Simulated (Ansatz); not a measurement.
# ZrSi₃O₈: what the fields show

```cif
data_structure
_symmetry_space_group_name_H-M 'P 1'
_symmetry_Int_Tables_number 1
_cell_length_a 9.6775
_cell_length_b 3.6221
_cell_length_c 7.2614
_cell_angle_alpha 90.000
_cell_angle_beta 110.410
_cell_angle_gamma 90.000
_cell_volume 238.55
loop_
_atom_site_label
_atom_site_type_symbol
_atom_site_fract_x
_atom_site_fract_y
_atom_site_fract_z
_atom_site_occupancy
Zr1 Zr 0.50756 0.50000 0.99210 1
Zr2 Zr 0.00756 0.00000 0.99210 1
Si1 Si 0.73344 0.00000 0.61574 1
Si2 Si 0.23344 0.50000 0.61574 1
O1 O 0.53696 0.00000 0.51904 1
O2 O 0.03696 0.50000 0.51904 1
O3 O 0.77628 0.00000 0.88427 1
O4 O 0.27628 0.50000 0.88427 1
O5 O 0.93464 0.00000 0.69787 1
O6 O 0.43464 0.50000 0.69787 1
O7 O 0.68896 0.50000 0.59528 1
O8 O 0.18896 0.00000 0.59528 1
Si3 Si 0.98887 0.00000 0.49396 1
Si4 Si 0.48887 0.50000 0.49396 1
Si5 Si 0.76625 0.00000 0.14150 1
Si6 Si 0.26625 0.50000 0.14150 1
O9 O 0.58033 0.00000 0.05403 1
O10 O 0.08033 0.50000 0.05403 1
O11 O 0.78646 0.00000 0.39410 1
O12 O 0.28646 0.50000 0.39410 1
O13 O 0.95554 0.00000 0.24261 1
O14 O 0.45554 0.50000 0.24261 1
O15 O 0.74471 0.50000 0.11952 1
O16 O 0.24471 0.00000 0.11952 1
```

Space group Cm; a structure from a database of computed crystals, not necessarily the ambient phase; started from the anatase host prototype, which need not be the ambient phase.

Method: Ansatz 0.2.0, DFT, HSE06, plane waves, PAW.

Core electrons are frozen (PAW), and the valence fields are smoothed inside the atomic spheres.

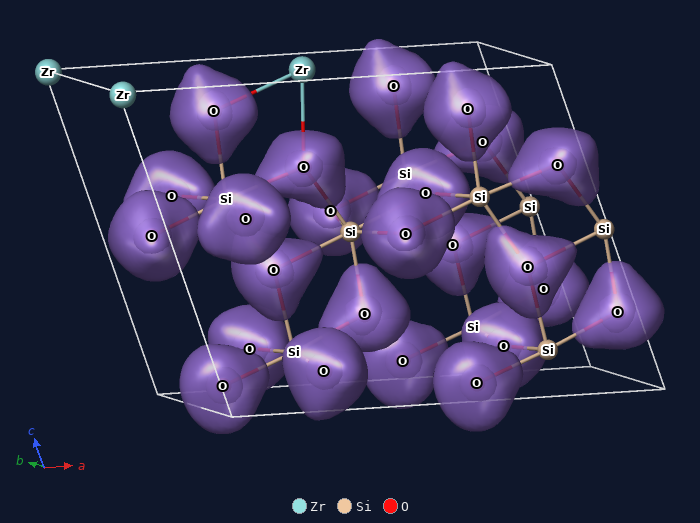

Figure 1. Isosurface of the ELF at 0.7 (purple), seen at an oblique angle. Only the valence region is drawn (cores and ρ < 0.01 e/Å³ removed). Sticks mark near contacts.

Describe the localisation domains.

Answer. The ELF exceeds this value in 16 regions on O in which the atom's valence shell and bonds are merged, counted in one cell of 24 atoms. Regions shared between cells count once.


Si–O (1.69 Å): the ELF peaks at about 0.85 between the atoms. Zr–O (1.94 Å): the ELF peaks at about 0.85 in the valence shell of O, 0.6 Å from its nucleus, and drops to about 0.25 between the two atoms (no localised pair shows between them).

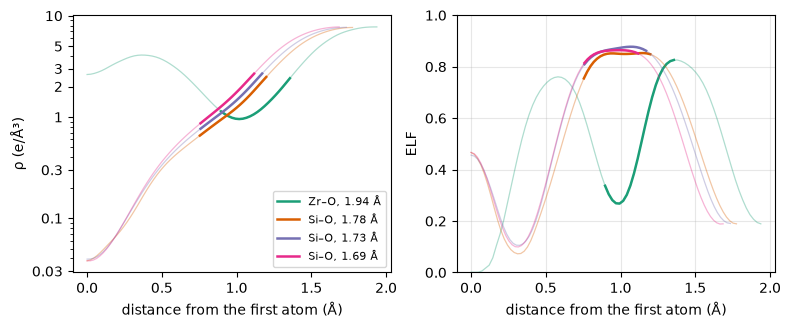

Figure 2. Valence pseudo-density and electron localisation function along straight lines between neighbouring atoms. Thin, pale parts lie inside the atomic spheres.

Compare the contacts.

Answer. Zr–O (1.94 Å): ρ is about 0.98 e/Å³ halfway; the ELF peaks at about 0.85 in the valence shell of O, 0.6 Å from its nucleus, and drops to about 0.25 between the two atoms: no shared electron pair shows on this line.
Si–O (1.78 Å): the density is about 0.92 e/Å³ at the midpoint; the ELF peaks at about 0.85 between the atoms.
Si–O (1.73 Å): ρ is about 1 e/Å³ halfway; the ELF peaks at about 0.90 between the atoms.
Si–O (1.69 Å): the density is about 1.1 e/Å³ at the midpoint; the ELF peaks at about 0.85 between the atoms.

Metal or insulator at this level of theory?

Answer. It is gapped, with a Kohn–Sham gap of 5.7 eV on the k-point mesh (the band edges may lie off the mesh, which would make the gap smaller).
